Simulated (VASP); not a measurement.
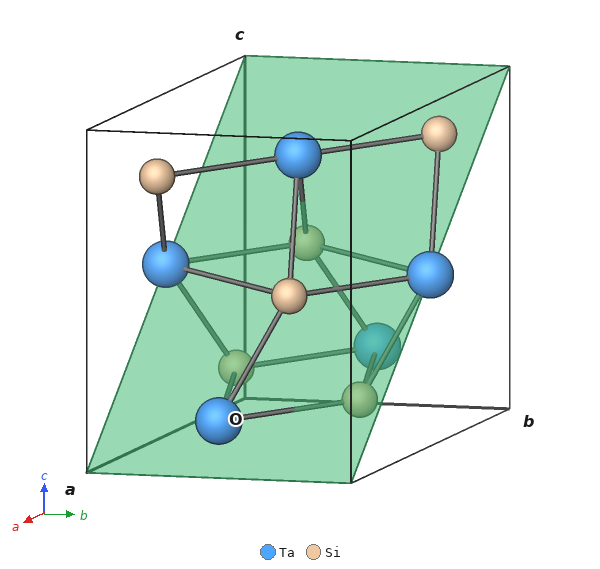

Crystal: TaSi2, an entry of the Crystallography Open Database, as set up for an electronic-structure calculation. Every member of one family of equally spaced planes, hx + ky + lz = a whole number, that cuts the unit cell is shaded (one member passes through the origin O, touching the cell only at an edge or corner). All values are computed from the atomic coordinates in the standard setting (tolerance 0.002 Å).

a = 4.780 Å, b = 4.780 Å, c = 6.564 Å, α = 90.00°, β = 90.00°, γ = 120.00°.

> Index the planes.

(1 0 1), in four indices (1 0 −1 1); the opposite sign names the same planes. The member next to the origin meets the axes a at 1, b never, c at 1.

> What is the spacing?

d = 3.501 Å.

> Which atoms of the cell lie in these planes (within 0.03 Å)?

1 of the 3 Ta, 1 of the 6 Si.

> The space group is P6_222 (No. 180). How many reflections hkl are equivalent to this one (itself included), and does it occur?

12 reflections are equivalent in the Laue class 6/mmm. The space group allows the reflection.
